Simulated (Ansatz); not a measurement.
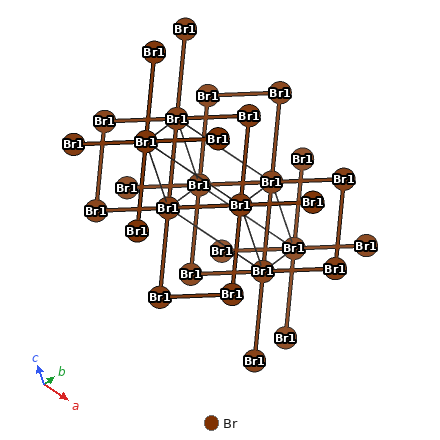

The system is Br (I4/mmm, No. 139; 1 atom in the cell); the picture shows the reference structure. 
- The energy is mapped over two homogeneous strains (x along [1 0 0], y along [0 1 0], z along [0 0 1] of the conventional cell).
- Coordinates scanned: (1) equal engineering shear yz, xz and xy; (2) equal normal strain along x, y and z.
- Nothing is relaxed (symmetry fixes all fractional coordinates).
- The grid has 5 × 5 points.
- Points are written as (first, second).
- All energies are given in meV/atom relative to the lowest grid point.
- The runs have no spin polarisation; a magnetic state may lie lower.
- The calculation used DFT LDA+D3(BJ), scalar-relativistic, plane waves, PAW (Ansatz). Settings: cutoff 420 eV, k-mesh 22×22×22, gaussian smearing 0.15 eV, no spin polarisation.

Its coordinates:

```xyz
1
Lattice="-1.3816 1.3816 3.1670 1.3816 -1.3816 3.1670 1.3816 1.3816 -3.1670" Properties=species:S:1:pos:R:3 pbc="T T T"
Br    0.0000    0.0000    0.0000
```

The input of one point:

```yaml
crystal:
  lattice:
    - [-1.3816160895, 1.3816160895, 3.167022577]
    - [1.3816160895, -1.3816160895, 3.167022577]
    - [1.3816160895, 1.3816160895, -3.167022577]
  atoms:
    - { symbol: Br, position: [0.0, 0.0, 0.0] }
basis:
  ecutwfc: 420
kpoints:
  mp_grid: { grid: [22, 22, 22] }
hamiltonian:
  xc: lda
  pseudopotentials: { kind: paw }
  dispersion: d3bj
scf:
  occupations: { method: gaussian, width: 0.15 }
output:
  forces: true
  stress: true
  eigenvalues: true
```

Range: equal engineering shear yz, xz and xy from −4 to 4 %; equal normal strain along x, y and z from −5.0 to 5.0 %.

> What landscape does the calculation give?

The lowest grid point is at (0 %, 0.0 %). It is the only kind of minimum in the scanned range. The highest grid point, (−4 %, −5.0 %), lies 124 meV/atom above the lowest.

```csv
"second ↓, first →",−4,−2,0,2,4
5.0,81,79,78,79,81
2.5,25,22,21,22,24
0.0,4,1,0,1,3
−2.5,32,28,27,28,31
−5.0,124,119,118,119,123
```

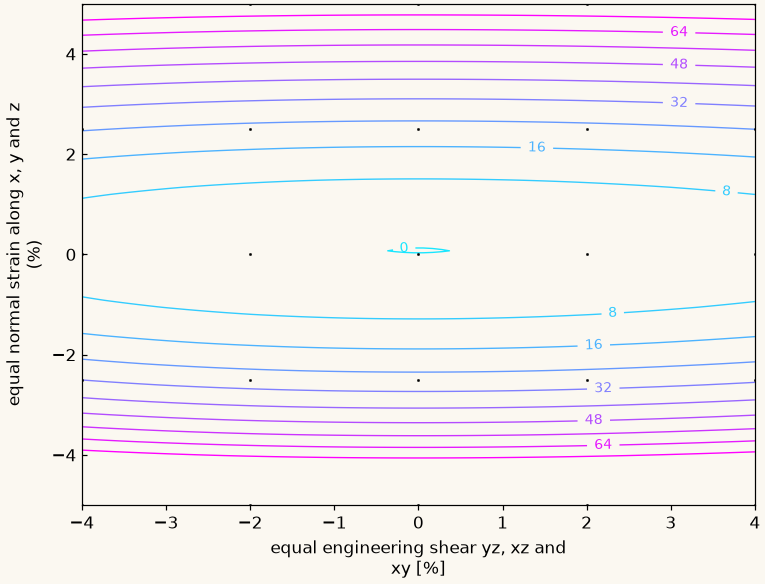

In the figure: contour lines labelled in meV/atom (none above 72), dots at the grid points. Between grid points the surface is interpolated.

The whole map (25 points run) took 24 min on 1 thread of Arm Neoverse N1, on a shared host.
